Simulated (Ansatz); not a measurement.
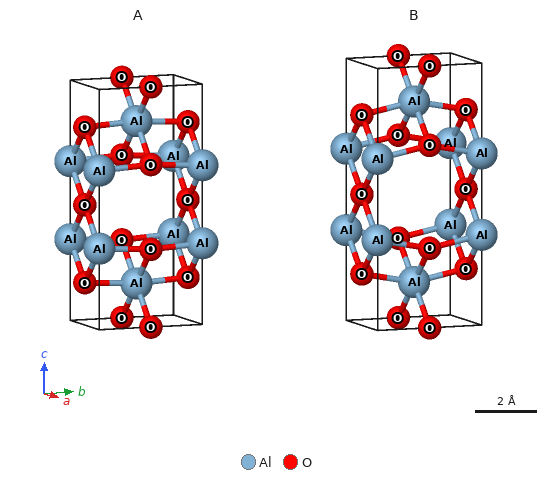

Two geometries of crystalline Al2O3 (a generated structure, set up in Immm) (coarse preliminary run), drawn at one scale. One is the start of a relaxation, the other its converged end. A ball-and-stick model of the conventional cell (2 times the calculation's cell), seen slightly off an axis. Lengths and directions refer to the drawn axes.

Computed with DFT PBE, scalar-relativistic, plane waves, PAW (Ansatz 0.2.0). Set-up: plane-wave cutoff 420 eV; k-point mesh 8 × 8 × 8; occupations gaussian; smearing width 0.1 eV; no spin polarisation; cell and atoms relaxed; force threshold 0.04 eV/Å; at most 70 steps.

**Which geometry has the lower energy?**

Structure B is the relaxed one. The largest moves relative to the cell, 0.18 Å, are those of O atoms. Largest moves by element: O 0.18 Å, Al 0.06 Å. The drawn cell changes as follows: a 2.599 → 2.799 Å (+7.7 %), b 3.701 → 3.736 Å (+0.9 %), c 8.075 → 8.803 Å (+9.0 %); the volume changes by +18.5 %. Near-neighbour distances that change, for instance: Al–O 1.846 → 1.957 Å, Al–O 1.839 → 1.913 Å, Al–O 1.854 → 1.903 Å. Among the angles between lasting bonds that change: O–Al–O 173.0° → 158.1°, Al–O–Al 173.0° → 158.1°, O–Al–O 92.5° → 97.6°. The space group stays Immm (No. 71). After 6 accepted moves (8 points after the start) the energy has fallen by 1.089 eV per cell of the calculation. The largest force component goes from 1.3 to 0.016 eV/Å. Pressure: 39.36 GPa at the start and 0.13 GPa at the end. The SCF was repeated twice at an unchanged geometry on a basis and grid sized afresh for the cell, which shifted the energy by 99.1 meV per cell of the calculation at most.
